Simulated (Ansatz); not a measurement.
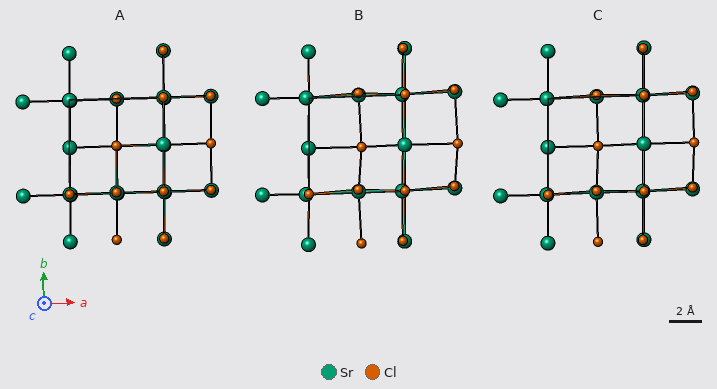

3 geometries from one relaxation of solid Sr₃Cl₄ (a generated structure, set up in P1) (coarse preliminary run), in shuffled order. Style: ball-and-stick. Shown: the cell of the calculation, along the c axis.

The calculation used Ansatz, DFT PBE, scalar-relativistic, plane waves, PAW. (plane-wave cutoff 420 eV; k-point mesh 4 × 4 × 4; occupations gaussian; smearing width 0.2 eV; no spin polarisation; cell and atoms relaxed; force threshold 0.025 eV/Å; at most 60 steps)

Q: Order the frames from highest to lowest energy.

A: B, C, A. They are steps 0, 1, 3, at +74.0 meV per atom, +20.1 meV per atom relative to the last. The atom that moves furthest relative to the cell is a Cl atom (0.37 Å roughly along [−2 1 −2]). By element the largest moves are Cl 0.37 Å, Sr 0.25 Å. The volume changes by −6.9 %, with a 6.084 → 5.950 Å (−2.2 %), b 6.097 → 5.951 Å (−2.4 %), c 6.111 → 5.953 Å (−2.6 %), α 91.0° → 90.4°, β 88.7° → 89.4°, γ 87.9° → 88.6°. Some distances before and after: Cl–Sr 3.363 → 2.978 Å, Cl–Sr 3.329 → 2.977 Å, Cl–Sr 3.278 → 2.980 Å, Cl–Sr 3.237 → 2.979 Å. Bond angles that change, for instance: Cl–Sr–Cl 161.1° → 178.9°, Sr–Cl–Sr 161.1° → 178.9°, Sr–Cl–Sr 167.4° → 179.7°. The space group stays P1 (No. 1). Over 2 accepted moves (3 points after the start) the energy falls by 74.0 meV per atom. The largest force component goes from 0.87 to 0.02 eV/Å. Pressure: 0.53 GPa at the start and 0.03 GPa at the end. The SCF was repeated once at an unchanged geometry on a basis and grid sized afresh for the cell, which shifted the energy by less than 0.05 meV per atom at most.
